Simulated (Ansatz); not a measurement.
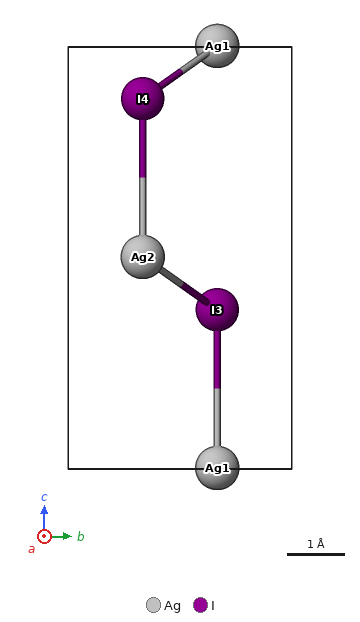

Figure 1. The structure of the first run (ball-and-stick view of the cell of the calculation, along the a axis; atoms are numbered from 1 in the order of the input). Near neighbours in the crystal (not all of them lie inside the picture): Ag has 4 I at 2.78 to 2.79 Å; I has 4 Ag at 2.78 to 2.79 Å.

**What a change does: geometry relaxation on AgI**

System: AgI (P6₃mc, 4 atoms in the cell).
Method of the first run: DFT, PBE, plane waves, PAW, no spin polarisation (Ansatz 0.2.0).

The structure derives from a Materials Project entry. Text and figures count atoms from 1; the logs count them from 0 in places.

### Input file, the first run
```yaml
crystal:
  lattice:
    - [4.545698217, 0.0, 0.0]
    - [-2.2728491085, 3.9366901339, 0.0]
    - [0.0, 0.0, 7.4312984412]
  atoms:
    - { symbol: Ag, position: [0.3333333333, 0.6666666667, 0.0024494355] }
    - { symbol: Ag, position: [0.6666666667, 0.3333333333, 0.5024494355] }
    - { symbol: I, position: [0.3333333333, 0.6666666667, 0.3774505645] }
    - { symbol: I, position: [0.6666666667, 0.3333333333, 0.8774505645] }
basis:
  ecutwfc: 420
kpoints:
  mp_grid: { grid: [6, 6, 4], shift: [0.5, 0.5, 0.5] }
hamiltonian:
  xc: pbe
scf:
  occupations: { method: gaussian, width: 0.02 }
output:
  forces: true
  eigenvalues: true
  stress: true
relax:
  adjacent_minimum: "off"
  f_tol: 0.008
  max_steps: 40
```

Launched with:
```bash
ansatz run input.yaml --threads 1 --pin off --max-ram 2560MiB --backend cpu --events-out ev --progress --plain --runs-dir out
```

Hardware: 1 thread of Arm Neoverse V2, 240 GiB of memory available, shared host.

### Output, shortened to warnings, some set-up lines, iterations and results (the first run)
```
Warning: crystal.symmetry: narrowed to the stabiliser of the k-point mesh — unitary ops 12 → 4; excluded 8 operations that carry a point of the 6×6×4 mesh (shift [0.5, 0.5, 0.5]) off the mesh (the run samples exactly the mesh kpoints.mp_grid names, as under crystal.symmetry.detect: false, and its converged state has the mesh's symmetry, not the crystal's; ε∞, the Born charges and the force …
Warning: output.stress: scf.convergence.dr2_threshold = 6.4e-8 eV (the default of a walk held to its f_tol) is looser than the 4e-10 eV advised for a printed stress (1e-10 eV for each atom of the cell: 4). What an SCF threshold leaves in a stress goes as its square root, and in the free energy as the threshold itself, and one threshold admits the most on a small cell: of the crystals measured, …
Basis set: ecut = 420 eV, 2587 PW (Γ), exchange–correlation on 64×64×100 points (8 copies of the dense FFT grid, shifted against one another)
Symmetry: 4 space group operations
k-points: 24 of 144 (time reversal used)
Initial density: superposition of atomic densities (neutral atoms: chi_scale 0, normalization atom), corrected by the library's trained network
[...]
SCF iter   1: F=—  HF=-30207.903045 eV  |F-HF|=—  |Δ(HF+E_count)|=         —  Δρ=9.60e-4  dr2=2.03e-3  ethr=1.77e-3  ⟨swp⟩=8.2  Hψ=4701  notcnv=0
SCF iter   2: F=—  HF=-30207.903831 eV  |F-HF|=—  |Δ(HF+E_count)|=   7.86e-4  Δρ=6.35e-4  dr2=8.37e-4  ethr=2.83e-6  ⟨swp⟩=3.0  Hψ=1951  notcnv=0  defer=68
SCF iter   3: F=—  HF=-30207.903825 eV  |F-HF|=—  |Δ(HF+E_count)|=   6.10e-6  Δρ=2.85e-4  dr2=1.40e-4  ethr=1.16e-6  ⟨swp⟩=2.0  Hψ=1461  notcnv=0  defer=68
SCF iter   4: F=—  HF=-30207.903871 eV  |F-HF|=—  |Δ(HF+E_count)|=   4.56e-5  Δρ=1.00e-4  dr2=1.41e-5  ethr=1.94e-7  ⟨swp⟩=2.0  Hψ=1418  notcnv=0  defer=68
SCF iter   5: F=—  HF=-30207.903883 eV  |F-HF|=—  |Δ(HF+E_count)|=   1.19e-5  Δρ=3.70e-5  dr2=3.07e-6  ethr=1.95e-8  ⟨swp⟩=2.0  Hψ=1387  notcnv=0  defer=68
SCF iter   6: F=-30207.903889 eV  HF=-30207.903889 eV  |F-HF|=2.31e-7  |Δ(HF+E_count)|=   6.10e-6  Δρ=1.05e-5  dr2=1.93e-7  ethr=2.22e-9  ⟨swp⟩=11.5  Hψ=5205  notcnv=0
SCF 1 converged in 6 iterations: F = -30207.903889 eV  dr2 = 1.93e-7
relax step   1: F+E_penalty+E_count = -30207.90388907 eV  Δ(F+E_penalty+E_count) = +0.000e0 eV  max|allowed force component| = 6.230e-3 eV/Å  Δτ_max = 0.0000 Å  (6 SCF iters, …
SCF iter   1: F=—  HF=-30207.903908 eV  |F-HF|=—  |Δ(HF+E_count)|=         —  Δρ=1.06e-5  dr2=1.95e-7  ethr=2.71e-10  ⟨swp⟩=1.0  Hψ=2688  notcnv=0
SCF iter   2: F=—  HF=-30207.903889 eV  |F-HF|=—  |Δ(HF+E_count)|=   1.86e-5  Δρ=5.85e-6  dr2=7.95e-8  ethr=2.71e-10  ⟨swp⟩=2.0  Hψ=1410  notcnv=0
SCF iter   3: F=-30207.903889 eV  HF=-30207.903889 eV  |F-HF|=4.79e-8  |Δ(HF+E_count)|=   1.46e-7  Δρ=3.05e-6  dr2=2.62e-8  ethr=8.89e-11  ⟨swp⟩=5.5  Hψ=3752  notcnv=0
SCF 2 converged in 3 iterations: F = -30207.903889 eV  dr2 = 2.62e-8
relax step   2: F+E_penalty+E_count = -30207.90388915 eV  Δ(F+E_penalty+E_count) = -8.304e-8 eV  max|allowed force component| = 6.219e-3 eV/Å  Δτ_max = 0.0000 Å  (3 SCF …
SCF converged after 3 iterations
Free energy (F): -30207.903889 eV
Harris-Foulkes:  -30207.903889 eV  (|F-HF|=4.79e-8)
Internal energy: -30207.903889 eV  (E = F + TS)
E sigma→0 (E₀):  -30207.903889 eV
Fermi energy:    8.148782 eV
--- Per-component energies (eV) ---
  E_band       = -1536.192679
  E_kinetic    = 1435.200171
  E_local      = -10912.486615  (includes V_loc(G=0)·N_el)
  E_nonlocal   = -16.310310
  E_hartree    = 5173.138921
  E_xc         = -623.915861
  E_vxc        = -724.361487  (∫ρ·V_xc dr)
  E_paw        = -17441.987507  (= ΣΔE_a)
  E_vpaw       = -1664.527375  (= ΣTr[D̂ρ^β])
  E_aug_tail   = 0.000608  (compensation charges beyond the density's cutoff)
  E_ewald      = -7821.543297
  E_smearing   = -0.000000  (= −TS)
  E_closure    = 0.000000  (closes the sum)
  Σ components = -30207.903889   (vs F -30207.903889, Δ=0.00e0)
--- Forces (eV/Å), atoms counted from 1 ---
  atom   1  Ag     0.00071409    -0.00041228     0.00621995
  atom   2  Ag    -0.00071409     0.00041228     0.00621995
  atom   3  I      0.00059024    -0.00034077    -0.00621721
  atom   4  I     -0.00059024     0.00034077    -0.00621721
  max |Σ_I F_I| component: 5.47e-6 eV/Å
--- Stress (GPa, compression-positive) ---
        2.987709       0.005236       0.000000
        0.005236       2.993755      -0.000000
        0.000000      -0.000000       3.028566
  P = ⅓ Tr σ = 3.0033 GPa (30.033 kbar)
--- Relaxed structure (2 steps of the walk, 2 accepted, 0 SCFs on fresh bases) ---
  F+E_penalty+E_count = -30207.90388915 eV   max|allowed force component| = 6.219e-3 eV/Å
  atoms:
    - { symbol: Ag, position: [0.3333333333333333, 0.6666666666666666, 0.0024494355] }
    - { symbol: Ag, position: [0.6666666666666666, 0.3333333333333333, 0.5024494355] }
    - { symbol: I, position: [0.3333333333333333, 0.6666666666666666, 0.3774505644999999] }
    - { symbol: I, position: [0.6666666666666666, 0.3333333333333333, 0.8774505645] }
```

For the second run the input was changed thus:
```diff
-  mp_grid: { grid: [6, 6, 4], shift: [0.5, 0.5, 0.5] }
+  mp_grid: { grid: [6, 6, 4] }
+  write_density: true
+  write_potential: true
+  elf: true
+  volumetric_format: npy
```

Predict how the results change.

The free energy of the second run is 0.44 meV per atom higher, which measures how much it depends on this numerical setting. The gap on the mesh goes from 1.95 to 1.37 eV. The number of SCF iterations is the same. The irreducible k-points go from 24 to 21.

### Output, shortened to warnings, some set-up lines, iterations and results (the second run)
```
Warning: output.stress: scf.convergence.dr2_threshold = 6.4e-8 eV (the default of a walk held to its f_tol) is looser than the 4e-10 eV advised for a printed stress (1e-10 eV for each atom of the cell: 4). What an SCF threshold leaves in a stress goes as its square root, and in the free energy as the threshold itself, and one threshold admits the most on a small cell: of the crystals measured, …
Basis set: ecut = 420 eV, 2587 PW (Γ), exchange–correlation on 64×64×100 points (8 copies of the dense FFT grid, shifted against one another)
Symmetry: 12 space group operations
k-points: 21 of 144 (time reversal used)
Initial density: superposition of atomic densities (neutral atoms: chi_scale 0, normalization atom), corrected by the library's trained network
[...]
SCF iter   1: F=—  HF=-30207.901237 eV  |F-HF|=—  |Δ(HF+E_count)|=         —  Δρ=9.49e-4  dr2=1.96e-3  ethr=1.77e-3  ⟨swp⟩=8.3  Hψ=4088  notcnv=0  defer=1
SCF iter   2: F=—  HF=-30207.902059 eV  |F-HF|=—  |Δ(HF+E_count)|=   8.22e-4  Δρ=6.25e-4  dr2=7.93e-4  ethr=2.72e-6  ⟨swp⟩=3.0  Hψ=1716  notcnv=0  defer=61
SCF iter   3: F=—  HF=-30207.902065 eV  |F-HF|=—  |Δ(HF+E_count)|=   5.38e-6  Δρ=2.65e-4  dr2=1.34e-4  ethr=1.10e-6  ⟨swp⟩=2.0  Hψ=1247  notcnv=0  defer=61
SCF iter   4: F=—  HF=-30207.902115 eV  |F-HF|=—  |Δ(HF+E_count)|=   5.05e-5  Δρ=9.57e-5  dr2=1.28e-5  ethr=1.86e-7  ⟨swp⟩=2.0  Hψ=1241  notcnv=0  defer=61
SCF iter   5: F=—  HF=-30207.902126 eV  |F-HF|=—  |Δ(HF+E_count)|=   1.15e-5  Δρ=3.60e-5  dr2=2.87e-6  ethr=1.77e-8  ⟨swp⟩=2.0  Hψ=1207  notcnv=0  defer=61
SCF iter   6: F=-30207.902132 eV  HF=-30207.902132 eV  |F-HF|=2.24e-7  |Δ(HF+E_count)|=   5.73e-6  Δρ=9.66e-6  dr2=1.68e-7  ethr=2.22e-9  ⟨swp⟩=16.1  Hψ=7243  notcnv=0
SCF 1 converged in 6 iterations: F = -30207.902132 eV  dr2 = 1.68e-7
relax step   1: F+E_penalty+E_count = -30207.90213241 eV  Δ(F+E_penalty+E_count) = +0.000e0 eV  max|allowed force component| = 7.312e-3 eV/Å  Δτ_max = 0.0000 Å  (6 SCF iters, …
SCF iter   1: F=—  HF=-30207.902151 eV  |F-HF|=—  |Δ(HF+E_count)|=         —  Δρ=9.79e-6  dr2=1.69e-7  ethr=2.35e-10  ⟨swp⟩=1.0  Hψ=2354  notcnv=0
SCF iter   2: F=—  HF=-30207.902132 eV  |F-HF|=—  |Δ(HF+E_count)|=   1.86e-5  Δρ=5.56e-6  dr2=7.29e-8  ethr=2.35e-10  ⟨swp⟩=2.0  Hψ=1222  notcnv=0
SCF iter   3: F=-30207.902132 eV  HF=-30207.902132 eV  |F-HF|=4.05e-8  |Δ(HF+E_count)|=   1.41e-7  Δρ=2.90e-6  dr2=2.30e-8  ethr=8.89e-11  ⟨swp⟩=9.7  Hψ=5503  notcnv=0
SCF 2 converged in 3 iterations: F = -30207.902132 eV  dr2 = 2.30e-8
relax step   2: F+E_penalty+E_count = -30207.90213248 eV  Δ(F+E_penalty+E_count) = -7.172e-8 eV  max|allowed force component| = 7.299e-3 eV/Å  Δτ_max = 0.0000 Å  (3 SCF …
SCF converged after 3 iterations
Free energy (F): -30207.902132 eV
Harris-Foulkes:  -30207.902132 eV  (|F-HF|=4.05e-8)
Internal energy: -30207.902132 eV  (E = F + TS)
E sigma→0 (E₀):  -30207.902132 eV
Fermi energy:    7.941554 eV
--- Per-component energies (eV) ---
  E_band       = -1536.129893
  E_kinetic    = 1435.213003
  E_local      = -10912.572113  (includes V_loc(G=0)·N_el)
  E_nonlocal   = -16.291448
  E_hartree    = 5173.214374
  E_xc         = -623.913969
  E_vxc        = -724.359627  (∫ρ·V_xc dr)
  E_paw        = -17442.009291  (= ΣΔE_a)
  E_vpaw       = -1664.562854  (= ΣTr[D̂ρ^β])
  E_aug_tail   = 0.000608  (compensation charges beyond the density's cutoff)
  E_ewald      = -7821.543297
  E_smearing   = -0.000000  (= −TS)
  E_closure    = 0.000000  (closes the sum)
  Σ components = -30207.902132   (vs F -30207.902132, Δ=0.00e0)
--- Forces (eV/Å), atoms counted from 1 ---
  atom   1  Ag     0.00000000    -0.00000000     0.00729989
  atom   2  Ag    -0.00000000     0.00000000     0.00729989
  atom   3  I      0.00000000    -0.00000000    -0.00729751
  atom   4  I     -0.00000000     0.00000000    -0.00729751
  max |Σ_I F_I| component: 4.76e-6 eV/Å
--- Stress (GPa, compression-positive) ---
        3.004096      -0.000000      -0.000000
       -0.000000       3.004096       0.000000
       -0.000000       0.000000       3.027350
  P = ⅓ Tr σ = 3.0118 GPa (30.118 kbar)
--- Relaxed structure (2 steps of the walk, 2 accepted, 0 SCFs on fresh bases) ---
  F+E_penalty+E_count = -30207.90213248 eV   max|allowed force component| = 7.299e-3 eV/Å
  atoms:
    - { symbol: Ag, position: [0.3333333333333333, 0.6666666666666666, 0.0024494355] }
    - { symbol: Ag, position: [0.6666666666666666, 0.3333333333333333, 0.5024494355] }
    - { symbol: I, position: [0.3333333333333333, 0.6666666666666666, 0.3774505644999999] }
    - { symbol: I, position: [0.6666666666666666, 0.3333333333333333, 0.8774505645] }
```

### The two runs side by side

| quantity | the first run | the second run |
| --- | --- | --- |
| outcome | converged | converged |
| free energy per atom (eV) | −7551.9760 | −7551.9755 |
| gap on the mesh (eV) | 1.95 | 1.37 |
| pressure (GPa) | 3.00 | 3.01 |
| largest force (eV/Å) | 0.006 | 0.007 |
| SCF iterations | 9 | 9 |
| irreducible k-points | 24 | 21 |
| wall time (shared host) | 27 s | 24 s |

For the first run: Warnings: the SCF threshold is looser than advised for the printed stress; the k-point mesh lowers the symmetry that the run can use. For the second run: Warnings: the SCF threshold is looser than advised for the printed stress.
